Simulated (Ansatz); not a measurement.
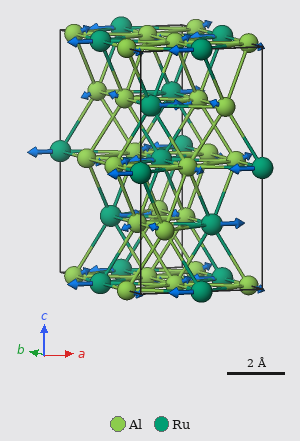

One vibrational mode of a crystal of Al$_{2}$Ru at the zone centre. The blue arrows are the displacements of the atoms (eigenvector over the root of the mass), of arbitrary overall length and sign. Style: ball-and-stick. Shown: the conventional cell (4 times the calculation's cell), slightly off an axis. Lengths and directions refer to the drawn axes.

Theory: DFT LDA, scalar-relativistic, plane waves, PAW (Ansatz 0.2.0).

Input
```yaml
crystal:
  lattice:
    - [0.0, 3.9579375332, 4.3507976798]
    - [2.3322633091, 0.0, 4.3507976798]
    - [2.3322633091, 3.9579375332, 0.0]
  atoms:
    - { symbol: Al, position: [0.0788628326, 0.4211371674, 0.0788628326] }
    - { symbol: Al, position: [0.4211371674, 0.0788628326, 0.4211371674] }
    - { symbol: Al, position: [0.1711371674, 0.8288628326, 0.1711371674] }
    - { symbol: Al, position: [0.8288628326, 0.1711371674, 0.8288628326] }
    - { symbol: Ru, position: [0.75, 0.75, 0.75] }
    - { symbol: Ru, position: [0.5, 0.5, 0.5] }
basis:
  ecutwfc: 420
kpoints:
  mp_grid: { grid: [10, 10, 10] }
hamiltonian:
  xc: lda
scf:
  occupations: { method: gaussian, width: 0.01 }
output:
  eigenvalues: true
phonons:
  method: dfpt
  eigenvectors: true
```

Run as
```bash
ansatz run input.yaml --threads 2 --pin off --max-ram 6144MiB --backend cpu --events-out ev --progress --plain --runs-dir out
```

Frequencies are those without the non-analytic (LO–TO) term.

### Give the symmetry, activity and frequency of this mode.

This is the B₃g mode at 183 cm⁻¹, optical level 2 of 15, counted from below, Raman-active by symmetry. Atoms of one kind move against one another, with no net shift of any sublattice; the kinetic energy is shared as Ru 92 %, Al 8 %.
